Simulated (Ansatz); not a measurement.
System: Si36W17 (cell with a defect).

Si36W17 (cell with a defect), 53 atoms, a = 9.63 Å, b = 9.63 Å, c = 7.80 Å, α = 90.00°, β = 90.00°, γ = 90.00°.

Method: Ansatz, DFT r2SCAN, scalar-relativistic, plane waves, PAW.

> What can the converged valence pseudo-density and electron localisation function tell about the bonding?

Si–Si (2.50 Å): ρ is about 0.37 e/Å³ halfway; the ELF peaks at about 0.60 in the valence shell of Si, 1.0 Å from its nucleus, and is about 0.55 at the midpoint.
Si–W (2.60 Å): ρ at the midpoint is about 0.43 e/Å³; the ELF peaks at about 0.70 in the valence shell of Si, 0.9 Å from its nucleus, and is about 0.45 at the midpoint.
Si–Si (2.56 Å): ρ at the midpoint is about 0.34 e/Å³; the ELF is about 0.45 at the midpoint.
Si–Si (2.61 Å): ρ at the midpoint is about 0.34 e/Å³; the ELF peaks at about 0.75 between the atoms.

> Does the calculation make it a metal, or give it a gap?

It is gapless in this calculation (a metal or semimetal).

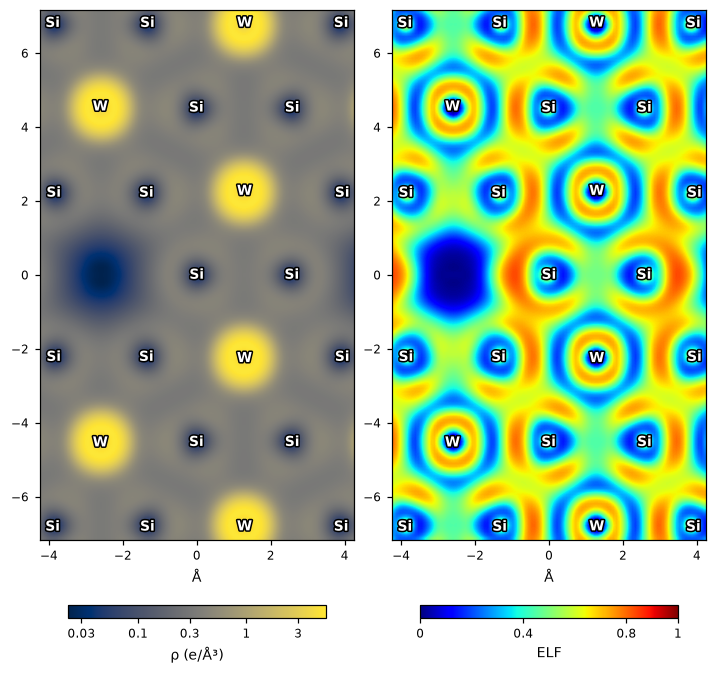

Computed valence pseudo-density and electron localisation function on the (110) plane of the calculation cell, in this order. 

The density is the valence pseudo-density of a PAW calculation; it isn't the true density close to the nuclei.
